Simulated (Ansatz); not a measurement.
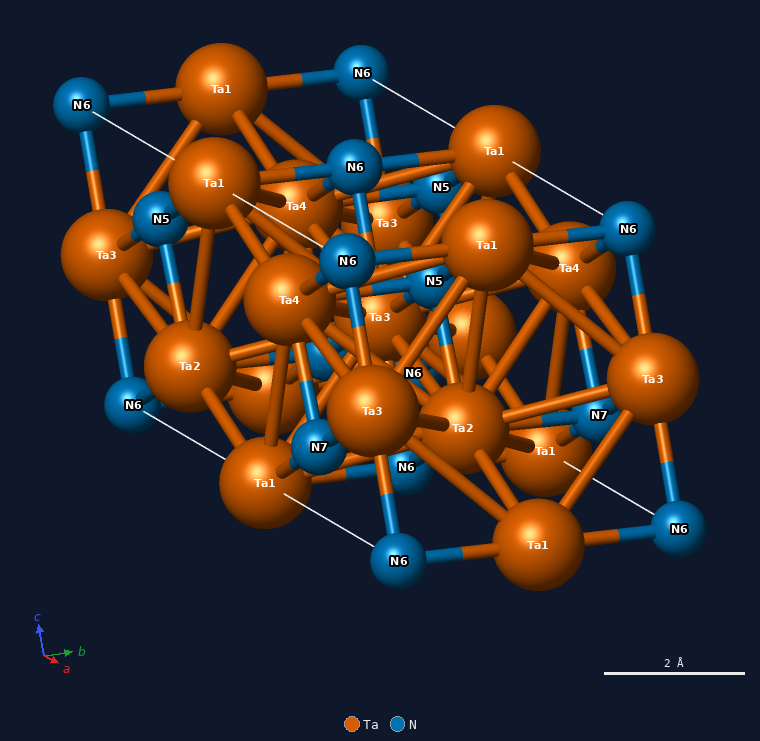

Fig. 1: The structure as given in the input (ball-and-stick view of the cell 2 times as large as that of the calculation, set on its symmetry axes, seen slightly off an axis; atoms are numbered from 1 in the order of the input). An atom can appear more than once, as a periodic image. Near neighbours in the periodic cell (some may lie outside the picture): Ta has 4 N at 2.15 to 2.19 Å and 12 Ta at 2.87 to 3.27 Å; Ta has 5 N at 2.19 to 2.30 Å and 12 Ta at 2.87 to 3.27 Å; N has 6 Ta at 2.15 to 2.30 Å.

**Two runs on Ta4N3**

System: Ta4N3 (7 atoms in the cell).
Method of run A: DFT r2SCAN, scalar-relativistic, plane waves, PAW, no spin polarisation (Ansatz 0.2.0).

The structure derives from a Materials Project entry. Text and figures count atoms from 1; the logs count them from 0 in places.

The input, run A:
```yaml
crystal:
  lattice:
    - [-2.1900881922, 2.0613899322, 4.2242393529]
    - [2.1900881922, -2.3187864522, 4.3556446445]
    - [2.1900881922, 2.3187864522, -4.3556446445]
  atoms:
    - { symbol: Ta, position: [0.0, 0.5, 0.5] }
    - { symbol: Ta, position: [0.2681744161, 0.2681744161, 0.0] }
    - { symbol: Ta, position: [0.5, 0.0, 0.5] }
    - { symbol: Ta, position: [0.7318255839, 0.7318255839, 0.0] }
    - { symbol: "N", position: [0.75, 0.25, 0.5] }
    - { symbol: "N", position: [0.0, 0.0, 0.0] }
    - { symbol: "N", position: [0.25, 0.75, 0.5] }
basis:
  ecutwfc: 500
kpoints:
  mp_grid: { grid: [12, 12, 12] }
hamiltonian:
  xc: r2scan
scf:
  occupations: { method: gaussian, width: 0.15 }
output:
  forces: true
  stress: true
  eigenvalues: true
```

Command:
```bash
ansatz run input.yaml --threads 2 --pin off --max-ram 5120MiB --backend cpu --events-out ev --progress --plain --runs-dir out
```

Hardware: 2 threads of Intel Xeon @ 2.50GHz (Skylake/Cascade Lake), 189 GiB of memory available, shared host.

Output, shortened to warnings, some set-up lines, iterations and results (run A):
```
Basis set: ecut = 500 eV, 2067 PW (Γ), exchange–correlation on 160×160×160 points (64 copies of the dense FFT grid, shifted against one another)
Symmetry: 4 space group operations
k-points: 476 of 1728
Initial density: superposition of atomic densities (neutral atoms: chi_scale 0, normalization atom), corrected by the library's trained network
[...]
SCF iter   1: F=—  HF=-40938.826829 eV  |F-HF|=—  |Δ(HF+E_count)|=         —  Δρ=1.28e-2  dr2=1.45e-1  dr2_τ=4.16e-1  ethr=1.77e-3  ⟨swp⟩=5.3  Hψ=76280  notcnv=0
SCF iter   2: F=—  HF=-40939.042491 eV  |F-HF|=—  |Δ(HF+E_count)|=   2.16e-1  Δρ=8.79e-3  dr2=5.56e-2  dr2_τ=3.17e-3  ethr=2.17e-4  ⟨swp⟩=2.0  Hψ=31645  notcnv=0  defer=60
SCF iter   3: F=—  HF=-40939.049375 eV  |F-HF|=—  |Δ(HF+E_count)|=   6.88e-3  Δρ=3.51e-3  dr2=1.35e-2  dr2_τ=2.67e-3  ethr=8.29e-5  ⟨swp⟩=2.0  Hψ=26707  notcnv=0  defer=60
SCF iter   4: F=—  HF=-40939.048882 eV  |F-HF|=—  |Δ(HF+E_count)|=   4.93e-4  Δρ=9.32e-4  dr2=1.14e-3  dr2_τ=1.49e-4  ethr=2.02e-5  ⟨swp⟩=2.0  Hψ=25776  notcnv=0  defer=60
SCF iter   5: F=—  HF=-40939.048909 eV  |F-HF|=—  |Δ(HF+E_count)|=   2.70e-5  Δρ=3.33e-4  dr2=9.90e-5  dr2_τ=4.93e-6  ethr=1.70e-6  ⟨swp⟩=2.1  Hψ=25985  notcnv=0  defer=60
SCF iter   6: F=—  HF=-40939.048925 eV  |F-HF|=—  |Δ(HF+E_count)|=   1.63e-5  Δρ=8.93e-5  dr2=5.64e-6  dr2_τ=6.85e-7  ethr=1.48e-7  ⟨swp⟩=2.0  Hψ=30477  notcnv=0  defer=353
SCF iter   7: F=—  HF=-40939.048925 eV  |F-HF|=—  |Δ(HF+E_count)|=   2.15e-8  Δρ=1.86e-5  dr2=2.35e-7  dr2_τ=2.18e-8  ethr=8.41e-9  ⟨swp⟩=2.0  Hψ=28023  notcnv=0  defer=427
SCF iter   8: F=-40939.048925 eV  HF=-40939.048925 eV  |F-HF|=1.94e-8  |Δ(HF+E_count)|=   1.17e-7  Δρ=7.02e-6  dr2=3.94e-8  dr2_τ=6.32e-9  ethr=1.49e-10  ⟨swp⟩=11.3  Hψ=89490 …
SCF 1 converged in 8 iterations: F = -40939.048925 eV  dr2 = 3.94e-8
SCF converged after 8 iterations
Free energy (F): -40939.048925 eV
Harris-Foulkes:  -40939.048925 eV  (|F-HF|=1.94e-8)
Internal energy: -40939.027065 eV  (E = F + TS)
E sigma→0 (E₀):  -40939.037995 eV
Entropy (-TS):   -0.021860 eV (-3.123 meV/atom)
Fermi energy:    20.576337 eV
--- Per-component energies (eV) ---
  E_band       = -313.075279
  E_kinetic    = 1874.827243
  E_local      = -2370.896662  (includes V_loc(G=0)·N_el)
  E_nonlocal   = 193.753945
  E_hartree    = 810.800959
  E_xc         = -1002.229776
  E_vxc        = -1148.718384  (∫ρ·V_xc dr)
  E_paw        = -34079.936594  (= ΣΔE_a)
  E_vpaw       = -542.709898  (= ΣTr[D̂ρ^β])
  E_aug_tail   = 0.000359  (compensation charges beyond the density's cutoff)
  E_vtau       = 59.065929  (kinetic-family band-sum trace: ∫τ·v_τ [+ j·A + Jᵃ·Aᵃ] dr)
  E_ewald      = -6362.232724
  E_core_change = -3.113815  (= ΣΔE_core)
  E_smearing   = -0.021860  (= −TS)
  E_closure    = -0.000000  (closes the sum)
  Σ components = -40939.048925   (vs F -40939.048925, Δ=0.00e0)
--- Forces (eV/Å), atoms counted from 1 ---
  atom   1  Ta     0.00000000     0.00000000     0.00000000
  atom   2  Ta     0.00000000     0.03453526    -0.11859788
  atom   3  Ta     0.00000000     0.00000000     0.00000000
  atom   4  Ta     0.00000000    -0.03453526     0.11859788
  atom   5  N      0.00000000    -0.18833924     0.03240012
  atom   6  N      0.00000000     0.00000000     0.00000000
  atom   7  N      0.00000000     0.18833924    -0.03240012
  max |Σ_I F_I| component: 0.00e0 eV/Å
--- Stress (GPa, compression-positive) ---
        0.069929       0.000000      -0.000000
        0.000000       0.969985       7.867216
       -0.000000       7.867216       0.287500
  P = ⅓ Tr σ = 0.4425 GPa (4.425 kbar)
```

For run B the input was changed thus:
```diff
-    - [-2.1900881922, 2.0613899322, 4.2242393529]
-    - [2.1900881922, -2.3187864522, 4.3556446445]
-    - [2.1900881922, 2.3187864522, -4.3556446445]
+    - [-2.1900881922, 2.2222627572, 4.3063676601]
+    - [2.1900881922, -2.1579136272, 4.2735163373]
+    - [2.1900881922, 2.1579136272, -4.2735163373]
```

Predict how the results change.

With the same functional and potentials, run B lies 16.3 meV per atom lower. The pressure goes from 0.44 to 0.03 GPa. The largest force goes from 0.191 to 0.047 eV/Å. The number of SCF iterations is the same. The plane waves at Γ go from 2067 to 2091.

Output, shortened to warnings, some set-up lines, iterations and results (run B):
```
Basis set: ecut = 500 eV, 2091 PW (Γ), exchange–correlation on 160×160×160 points (64 copies of the dense FFT grid, shifted against one another)
Symmetry: 4 space group operations
k-points: 476 of 1728
Initial density: superposition of atomic densities (neutral atoms: chi_scale 0, normalization atom), corrected by the library's trained network
[...]
SCF iter   1: F=—  HF=-40938.943709 eV  |F-HF|=—  |Δ(HF+E_count)|=         —  Δρ=1.31e-2  dr2=1.56e-1  dr2_τ=4.12e-1  ethr=1.77e-3  ⟨swp⟩=5.3  Hψ=76182  notcnv=0
SCF iter   2: F=—  HF=-40939.157009 eV  |F-HF|=—  |Δ(HF+E_count)|=   2.13e-1  Δρ=8.88e-3  dr2=5.85e-2  dr2_τ=3.39e-3  ethr=2.33e-4  ⟨swp⟩=2.0  Hψ=31376  notcnv=0  defer=60
SCF iter   3: F=—  HF=-40939.164255 eV  |F-HF|=—  |Δ(HF+E_count)|=   7.25e-3  Δρ=3.69e-3  dr2=1.55e-2  dr2_τ=3.49e-3  ethr=8.72e-5  ⟨swp⟩=2.0  Hψ=26640  notcnv=0  defer=60
SCF iter   4: F=—  HF=-40939.163117 eV  |F-HF|=—  |Δ(HF+E_count)|=   1.14e-3  Δρ=1.01e-3  dr2=1.29e-3  dr2_τ=1.47e-4  ethr=2.31e-5  ⟨swp⟩=2.0  Hψ=25855  notcnv=0  defer=60
SCF iter   5: F=—  HF=-40939.163110 eV  |F-HF|=—  |Δ(HF+E_count)|=   6.19e-6  Δρ=3.24e-4  dr2=9.20e-5  dr2_τ=4.76e-6  ethr=1.93e-6  ⟨swp⟩=2.0  Hψ=25377  notcnv=0  defer=60
SCF iter   6: F=—  HF=-40939.163128 eV  |F-HF|=—  |Δ(HF+E_count)|=   1.75e-5  Δρ=8.57e-5  dr2=4.85e-6  dr2_τ=7.80e-7  ethr=1.37e-7  ⟨swp⟩=2.0  Hψ=31386  notcnv=0  defer=485
SCF iter   7: F=—  HF=-40939.163128 eV  |F-HF|=—  |Δ(HF+E_count)|=   2.85e-7  Δρ=2.47e-5  dr2=4.07e-7  dr2_τ=4.24e-8  ethr=7.24e-9  ⟨swp⟩=2.0  Hψ=26908  notcnv=0  defer=573
SCF iter   8: F=-40939.163128 eV  HF=-40939.163128 eV  |F-HF|=3.08e-8  |Δ(HF+E_count)|=   1.55e-7  Δρ=8.94e-6  dr2=6.41e-8  dr2_τ=8.92e-9  ethr=1.49e-10  ⟨swp⟩=11.3  Hψ=91654 …
SCF 1 converged in 8 iterations: F = -40939.163128 eV  dr2 = 6.41e-8
SCF converged after 8 iterations
Free energy (F): -40939.163128 eV
Harris-Foulkes:  -40939.163128 eV  (|F-HF|=3.08e-8)
Internal energy: -40939.141799 eV  (E = F + TS)
E sigma→0 (E₀):  -40939.152464 eV
Entropy (-TS):   -0.021329 eV (-3.047 meV/atom)
Fermi energy:    20.550752 eV
--- Per-component energies (eV) ---
  E_band       = -314.480958
  E_kinetic    = 1874.545715
  E_local      = -2372.291291  (includes V_loc(G=0)·N_el)
  E_nonlocal   = 193.609815
  E_hartree    = 810.939311
  E_xc         = -1002.174030
  E_vxc        = -1148.618849  (∫ρ·V_xc dr)
  E_paw        = -34079.887588  (= ΣΔE_a)
  E_vpaw       = -542.654434  (= ΣTr[D̂ρ^β])
  E_aug_tail   = 0.000359  (compensation charges beyond the density's cutoff)
  E_vtau       = 59.048218  (kinetic-family band-sum trace: ∫τ·v_τ [+ j·A + Jᵃ·Aᵃ] dr)
  E_ewald      = -6360.770275
  E_core_change = -3.113815  (= ΣΔE_core)
  E_smearing   = -0.021329  (= −TS)
  E_closure    = -0.000000  (closes the sum)
  Σ components = -40939.163128   (vs F -40939.163128, Δ=0.00e0)
--- Forces (eV/Å), atoms counted from 1 ---
  atom   1  Ta     0.00000000    -0.00000000    -0.00000000
  atom   2  Ta    -0.00000000    -0.01135936    -0.01010027
  atom   3  Ta    -0.00000000     0.00000000     0.00000000
  atom   4  Ta     0.00000000     0.01135936     0.01010027
  atom   5  N     -0.00000000     0.04656821     0.00190088
  atom   6  N      0.00000000     0.00000000     0.00000000
  atom   7  N      0.00000000    -0.04656821    -0.00190088
  max |Σ_I F_I| component: 2.17e-19 eV/Å
--- Stress (GPa, compression-positive) ---
        0.022209       0.000000       0.000000
        0.000000       0.075680      -1.970519
        0.000000      -1.970519       0.002690
  P = ⅓ Tr σ = 0.0335 GPa (0.335 kbar)
```

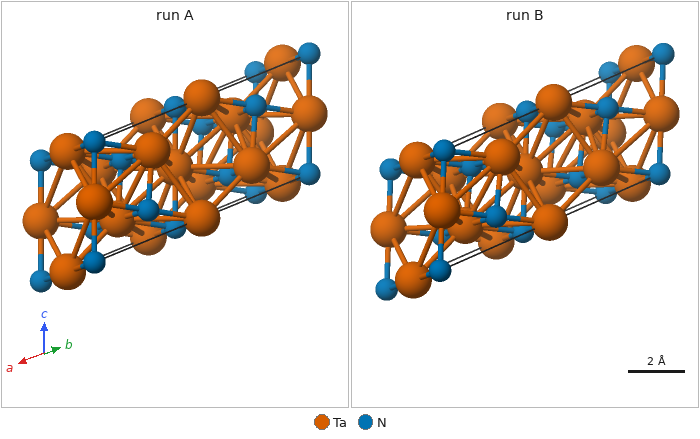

Fig. 2: The two input geometries at one scale (ball-and-stick view of the cell 2 times as large as that of the calculation, set on its symmetry axes, seen at an oblique angle). No atom moves by more than 0.005 Å relative to the cell. Cell: a 9.401 → 9.692 Å (+3.1 %), b stays at 4.380 Å, c 4.382 → 4.380 Å (0.0 %), β 114.3° → 117.7°. Volume +0.1 %. Among the contacts that change: Ta–Ta 3.272 → 3.153 Å, Ta–Ta 3.081 → 3.200 Å, Ta–Ta 3.047 → 2.936 Å, Ta–Ta 2.870 → 2.981 Å.

The two runs side by side:

| quantity | run A | run B |
| --- | --- | --- |
| outcome | converged | converged |
| free energy per atom (eV) | −5848.4356 | −5848.4519 |
| energy per atom, smearing taken to zero (eV) | −5848.4340 | −5848.4504 |
| gap on the mesh (eV) | 0.00 | 0.00 |
| pressure (GPa) | 0.44 | 0.03 |
| volume per atom (Å³) | 11.75 | 11.76 |
| largest force (eV/Å) | 0.191 | 0.047 |
| SCF iterations | 8 | 8 |
| irreducible k-points | 476 | 476 |
| plane waves at Γ | 2067 | 2091 |
| wall time (shared host) | 2.6 min | 2.9 min |

For both runs: Spin–orbit coupling is left out, which matters for Ta. The cell holds an odd number of electrons but the run has no spin polarisation, so a band is left half filled.
